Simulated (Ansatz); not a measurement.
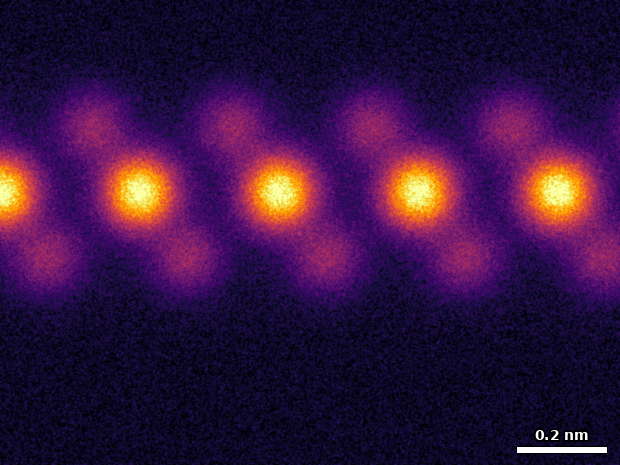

Cross-section of a slab, seen along a direction in its plane, the normal pointing up. Simulated incoherent Z contrast: every atom adds Z^1.7 spread by a probe of 1.17 Å full width; channelling and multiple scattering are left out. The probe carries 15 % of its weight in a tail 2.5 times as wide. The display is stretched by a gamma of 0.65; percentages refer to the linear signal. Shot noise was added. Structure: coordinates from a relaxation in a fixed cell under constraints with Ansatz 0.2.0, DFT PBE+D3(BJ), scalar-relativistic, plane waves, PAW. The model holds S and Zr.

### How many atomic planes does the slab have, and what do they hold from top to bottom?

3 planes (atoms within 0.35 Å in height count as one plane):

| plane | content | depth below the top plane (Å) |
| --- | --- | --- |
| 1 | S | 0.0 |
| 2 | Zr | 1.5 |
| 3 | S | 2.9 |

### How thick is it, and how does it end on either side?

The outermost planes are 2.9 Å apart. The upper face ends in S and the lower in S, so the sequence of planes is the same from both sides.

The model is a (001) slab of ZrS2 (P-3m1).
